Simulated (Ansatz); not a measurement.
# ZrO: what the fields show

```cif
data_structure
_symmetry_space_group_name_H-M 'P 1'
_symmetry_Int_Tables_number 1
_cell_length_a 3.0425
_cell_length_b 3.0425
_cell_length_c 3.2088
_cell_angle_alpha 90.000
_cell_angle_beta 90.000
_cell_angle_gamma 90.013
_cell_volume 29.70
loop_
_atom_site_label
_atom_site_type_symbol
_atom_site_fract_x
_atom_site_fract_y
_atom_site_fract_z
_atom_site_occupancy
Zr1 Zr 0.00000 0.00000 0.00000 1
O1 O 0.50000 0.50000 0.00000 1
```

Space group P4/mmm; a generated structure, not necessarily the stable one.

Method: Kohn-Sham DFT of a periodic cell, HSEsol, Ansatz PAW in Ansatz 0.2.0.

Core electrons are frozen (PAW), and the valence fields are smoothed inside the atomic spheres.

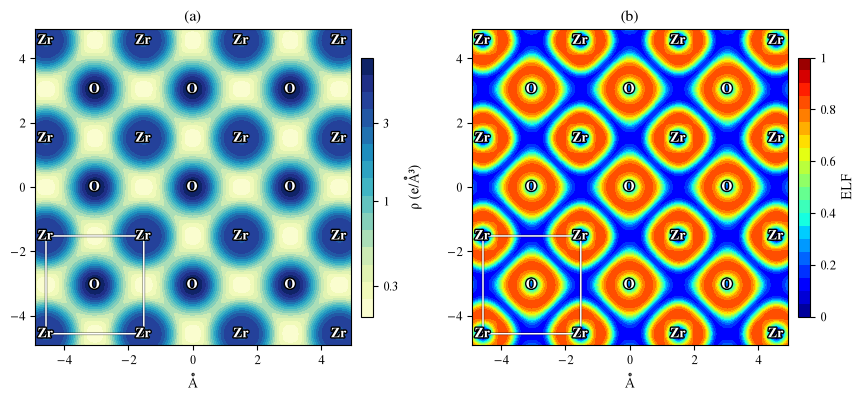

Figure 1. (a) valence electron density; (b) ELF on the (001) plane of the conventional cell.

What do the fields say about this system?

The plane passes through Zr and O nuclei. Zr–O (2.15 Å): the density is about 0.57 e/Å³ at the midpoint; the ELF peaks at about 0.80 in the valence shell of O, 0.6 Å from its nucleus, and drops to about 0.15 between the two atoms: no localised pair shows between them. Zr–Zr (3.04 Å): ρ is about 0.19 e/Å³ halfway; the ELF is about 0.10 at the midpoint; no localised pair shows between them. Between the atoms the lowest density in this plane is 0.19 e/Å³. The features right at Zr lie inside the PAW spheres, where the map follows smoothed inner orbitals and isn't to be read closely.

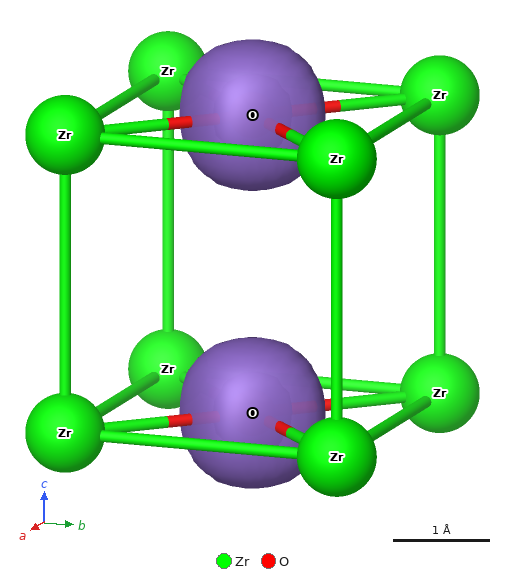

Figure 2. Isosurface of the electron localisation function at 0.75 (purple), seen slightly off an axis. Only the valence region is drawn (cores and ρ < 0.01 e/Å³ removed). Sticks mark near contacts.

What do the ELF domains correspond to?

The ELF exceeds this value in one region wrapped around O (its valence shell), counted in one cell of 2 atoms. Any copies at cell faces, edges or corners count once.

Does the calculation give a band gap?

It is gapless in this calculation (a metal or semimetal).
